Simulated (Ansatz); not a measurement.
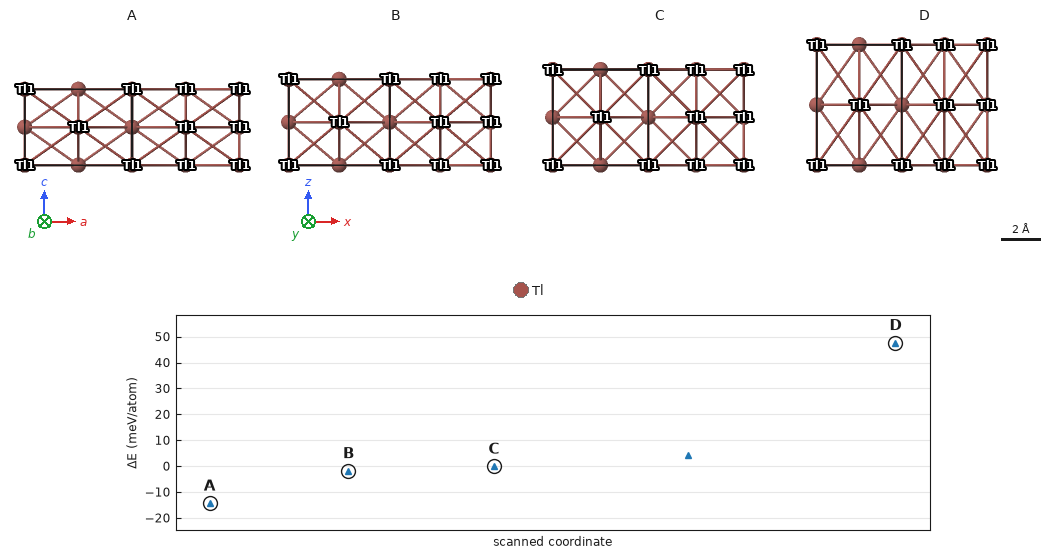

Frames of a one-coordinate scan of a crystal of Tl (Fm-3m). x, y and z are the Cartesian axes of the input. Style: ball-and-stick. Shown: the conventional cell (4 times the calculation's cell), repeated 2 × 1 × 1 with one cell outlined, along the b axis. Lengths and directions refer to the drawn axes.

Method: DFT LDA, scalar-relativistic, plane waves, PAW (Ansatz). Settings: plane-wave cutoff 420 eV; k-point mesh 18 × 18 × 18; occupations gaussian; smearing width 0.15 eV; no spin polarisation. Energies (free energies at the smearing named) are counted from the cell as listed in its source, which wasn't relaxed.

Q: What is being scanned?

A: The ratio of the cell's length along z to its lengths across, counted as 1 for the reference, is changed at fixed volume (a tetragonal or Bain path), with the atoms kept at their fractional coordinates. In the frames the relative ratio is 0.707 (A), 0.85 (B), 1.00 (C), 1.414 (D). Of the computed points the lowest is at the relative ratio 0.707, −14.2 meV/atom. The energy is still falling at the end of the range, so the minimum along this coordinate lies there or beyond. The unrelaxed reference is under a pressure of −3.4 GPa. The distortion takes the space group from Fm-3m to I4/mmm, except for Im-3m at 0.707. At the relative ratio 1.414 the cell of the drawing goes a 4.933 → 4.395 Å, b 4.933 → 4.395 Å, c 4.933 → 6.214 Å.
